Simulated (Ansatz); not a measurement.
**Al8N7: density, localisation and related maps**

```xyz
30
Lattice="0.0018 -0.0021 10.0127 -6.2430 -0.0022 -0.0011 -0.0028 -5.4334 -5.0052" Properties=species:S:1:pos:R:3 pbc="T T T"
Al   -3.1232   -0.8973    2.4820
Al   -0.0008   -0.8972    7.4889
Al   -3.1212   -0.9129    7.4986
Al   -0.0006   -0.9107    2.4928
Al   -4.7209   -3.6344    2.4707
Al   -1.6003   -3.6322   -2.5350
Al   -4.6461   -3.6365   -2.5376
Al   -1.5237   -3.6364    2.4693
Al   -4.6781   -1.8261    4.9964
Al   -1.5574   -1.8239   -0.0094
Al   -4.6867   -1.8253   -0.0114
Al   -1.5643   -1.8252    4.9955
Al   -3.1234   -4.5486   -0.0258
Al   -0.0010   -4.5486    4.9810
Al   -3.1227   -4.5345    5.0082
Al   -0.0021   -4.5323    0.0024
N    -3.1220   -0.9121   -0.5985
N     0.0005   -0.9120    4.4084
N    -3.1216   -0.9204    4.3970
N    -0.0009   -0.9182   -0.6088
N    -4.6773   -3.6364   -0.6098
N    -1.5549   -3.6363    4.3970
N    -4.6901   -3.6370    4.3974
N    -1.5695   -3.6349   -0.6084
N    -4.6840   -1.8165    6.9020
N    -1.5633   -1.8143    1.8962
N    -4.6815   -1.8151    1.8948
N    -1.5591   -1.8150    6.9017
N    -3.1241   -4.5381    1.8900
N    -0.0035   -4.5360   -3.1158
```

Space group Cm; a generated structure, not necessarily the stable one; computed without spin polarisation.

The calculation used Ansatz 0.2.0, DFT PBE, scalar-relativistic, plane waves, PAW.

The density is the valence pseudo-density of a PAW calculation; it isn't the true density close to the nuclei.

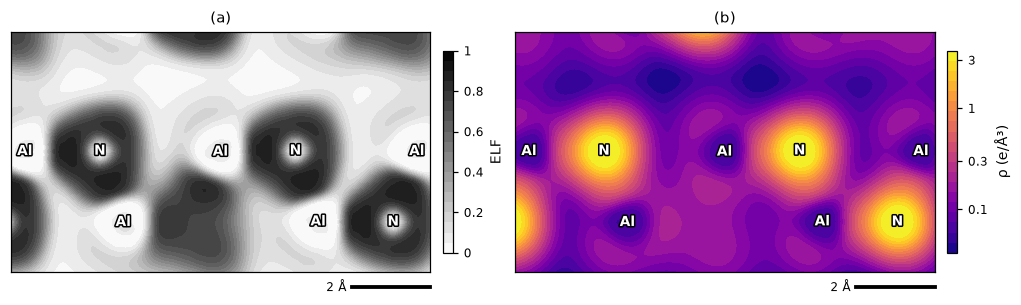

Figure 1. (a) electron localisation function; (b) valence pseudo-density on the (010) plane of the conventional cell.

Q: What does the map show?

A:
- The plane passes through Al and N nuclei.
- Al–N (1.92 Å): ρ is about 0.65 e/Å³ halfway; the ELF peaks at about 0.90 in the valence shell of N, 0.7 Å from its nucleus, and is about 0.85 at the midpoint.
- Between the atoms the lowest density in this plane is 0.04 e/Å³.
- The ELF also peaks beside Al, away from the bonds: lone-pair regions.

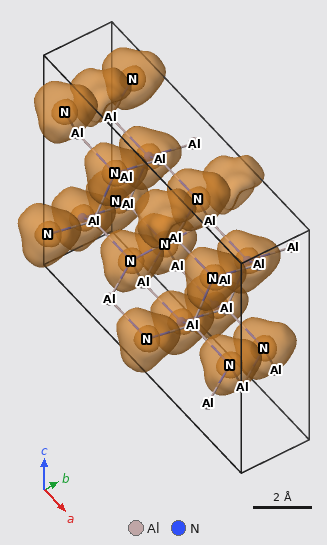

Figure 2. Isosurface of the ELF at 0.7 (orange), seen slightly off an axis. Core shells and regions of very low density are left out. Sticks mark near contacts.

Q: What do the ELF domains correspond to?

A: The surface consists of 14 regions on N in which the atom's valence shell and bonds are merged and two pockets between the atoms, centred on no nucleus (multi-centre or interstitial), counted in one cell of 30 atoms. Any copies at cell faces, edges or corners count once. Along the contacts the grid gives the following. Al–N (1.89 Å): the ELF peaks at about 0.90 between the atoms.

Q: Does the calculation give a band gap?

A: It is metallic or semimetallic at this level of theory: no gap opens.
